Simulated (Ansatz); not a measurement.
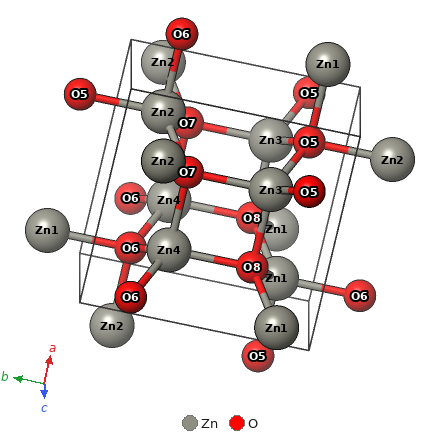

The system is ZnO (P4_2/mnm phase) with one H guest (9 atoms in the cell); the picture shows it without the atoms that are moved over the map. A guest moved over a lattice plane through the rigid host; the plane is (1 0 0) of the conventional cell, half-way across the widest gap between atomic layers, origin above Zn2. Places are given modulo a cell vector. The map is drawn in real space over the plane of the scan. Nothing is relaxed (host rigid, guest held in the plane). The scan uses an 8 × 8 grid; 40 points were computed and 24 follow by symmetry. Energies: eV per cell, counted from the lowest grid point. The calculation used DFT PBE, scalar-relativistic, plane waves, PAW in Ansatz 0.2.0. Settings: cutoff 420 eV, k-mesh 4×4×8, gaussian smearing 0.05 eV, no spin polarisation.

Range: place of H9 along a1 from 0.000 to 0.875; place of H9 along a2 from 0.000 to 0.875.

### Predict the map.

The lowest grid point is at (3/8, 4/8) of the cell vectors [nearest 1 Zn at 1.92 Å and 1 O at 1.92 Å]. There is a further well near (3/8, 0/8) of the cell vectors [nearest 1 Zn at 1.79 Å and 1 O at 1.79 Å] (0.035 eV above the lowest at that grid point). Relaxing all atoms from the lowest point lowers the energy by a further 0.34 eV. The highest grid point, (0/8, 0/8) of the cell vectors [nearest 1 Zn at 1.02 Å and 1 O at 1.02 Å], lies 5.27 eV above the lowest. On the interpolated surface the easiest way out of the lowest well to the well at about (0.32, 0.00) of the cell vectors passes a barrier of about 0.071 eV, counted from the interpolated bottom of the well.

```tsv
place of H9 along a2 ↓, place of H9 along a1 →	0/8	1/8	2/8	3/8	4/8	5/8	6/8	7/8
7/8	3.54	1.21	0.08	0.06	0.99	3.47	1.91	1.75
6/8	1.26	0.55	0.09	0.08	0.47	1.25	0.85	0.81
5/8	0.31	0.21	0.04	0.04	0.19	0.31	0.29	0.29
4/8	0.12	0.11	0.00	0.00	0.10	0.12	0.16	0.16
3/8	0.31	0.21	0.04	0.04	0.19	0.31	0.29	0.29
2/8	1.26	0.55	0.09	0.08	0.47	1.25	0.85	0.81
1/8	3.54	1.21	0.08	0.06	0.99	3.47	1.91	1.75
0/8	5.27	1.65	0.06	0.03	1.33	5.17	2.58	2.33
```

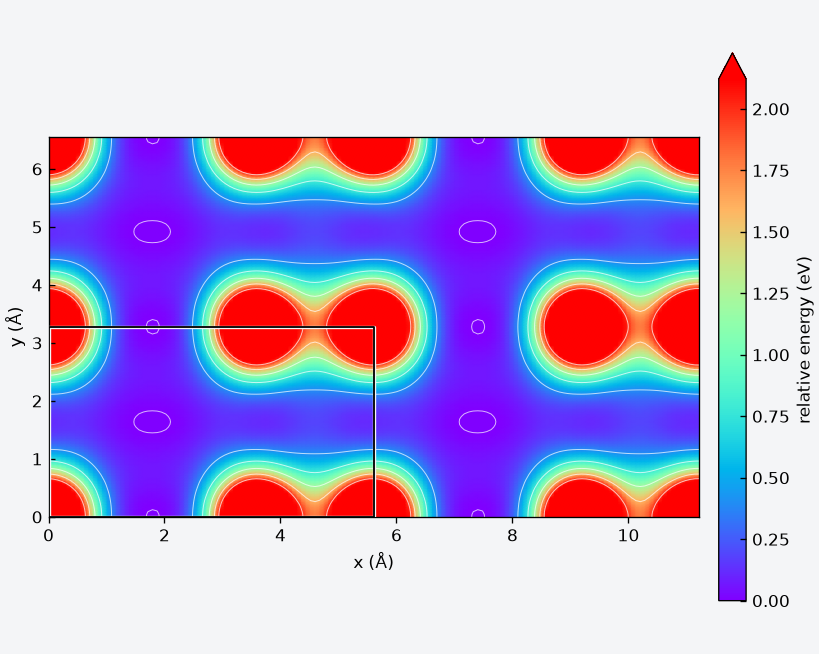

Drawn: a smooth colour map with a few white contour lines, the outline of one cell of the 2 × 2 shown, one colour for all values above the top of the scale. Between grid points the surface is interpolated.

Time for the 40 points that were run: 17 min on 4 threads of Arm Neoverse N1, on a shared host.

PAW datasets: the set soft_1.
